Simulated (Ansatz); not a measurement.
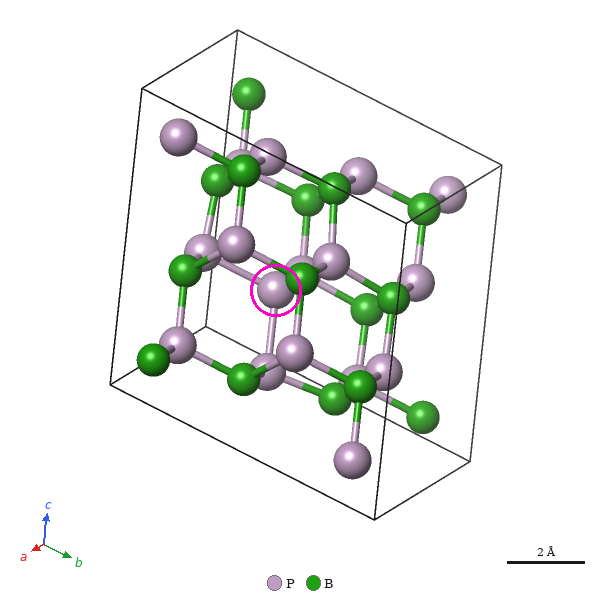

Ball-and-stick drawing of the structure, looking slightly off an axis. One supercell is framed, with atoms on its boundary repeated. The host is BP, in a cell of 32 sites, and the cell carries a charge of +1. A ring marks the defect's site.

Identify the point defect.

Answer. Phosphorus on a boron site (an antisite). It is bonded to four P in a tetrahedral arrangement at about 2.2 Å.

Calculation details: DFT PBE, scalar-relativistic, plane waves, PAW (Ansatz 0.2.0); E_cut = 420 eV, the zone sampled with 2×2×2 points, Gaussian smearing of 0.01 eV, collinear spins.

Is there a net moment in the defective cell?

Answer. Yes, 0.5 μB in the cell.

The atoms were relaxed in the host's cell with DFT PBE, scalar-relativistic, plane waves, PAW in Ansatz 0.2.0.
